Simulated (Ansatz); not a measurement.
```xyz
6
Lattice="4.3477 0.0000 0.0000 0.0000 4.3477 0.0000 0.0000 0.0000 3.2573" Properties=species:S:1:pos:R:3 pbc="T T T"
Ir    2.1738    2.1738    1.6286
Ir    0.0000    0.0000    0.0000
O     2.9876    2.9876    0.0000
O     3.5340    0.8137    1.6286
O     1.3601    1.3601    0.0000
O     0.8137    3.5340    1.6286
```

Space group P4₂/mnm; a structure from a database of computed crystals, not necessarily the ambient phase; changed on purpose from its base cell (biaxial strain in the a-b plane, c and atoms relaxed: -4.0 %); computed pressure about 14 GPa in this cell; computed without spin polarisation.

Method: DFT PBE, scalar-relativistic, plane waves, PAW (Ansatz 0.2.0).

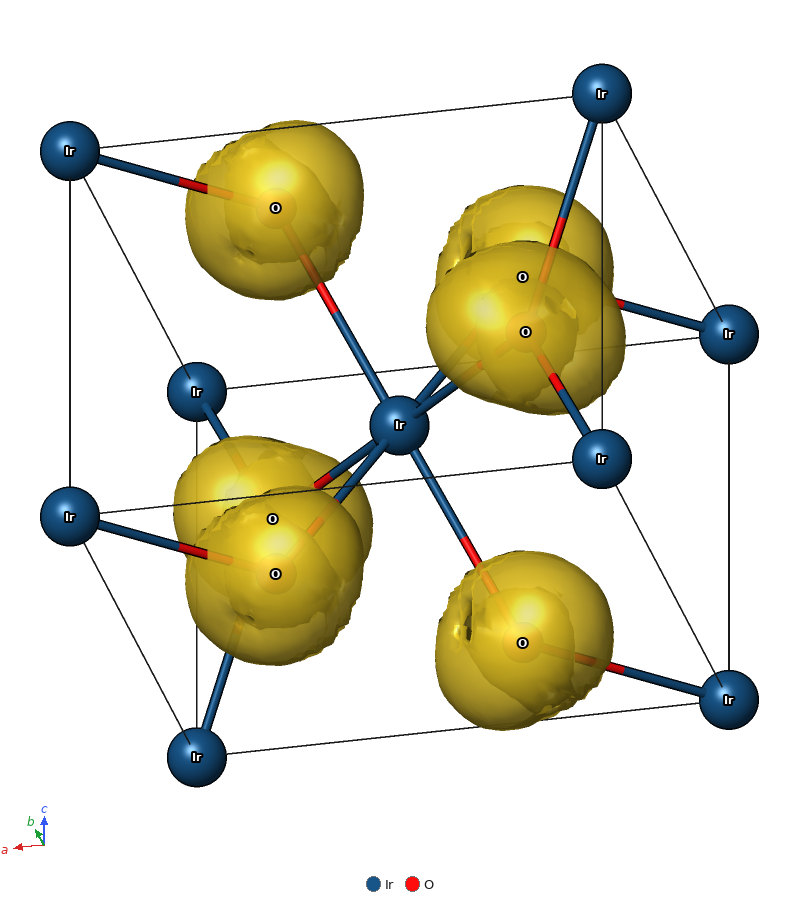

IrO2. Isosurface of the electron localisation function at 0.75 (yellow), seen at an oblique angle. Core shells and regions of very low density are left out. Sticks mark near contacts.

**Describe the localisation domains.**

At this value the surface marks out four regions wrapped around O (the valence shell of each), counted in one cell of 6 atoms. Regions shared between cells count once. Along the contacts the grid gives the following. Ir–O (1.92 Å): the ELF peaks at about 0.85 in the valence shell of O, 0.6 Å from its nucleus, and is about 0.20 at the midpoint; no shared electron pair shows on this line. Ir–O (1.99 Å): the ELF peaks at about 0.85 in the valence shell of O, 0.6 Å from its nucleus, and is about 0.20 at the midpoint: no shared electron pair shows on this line.
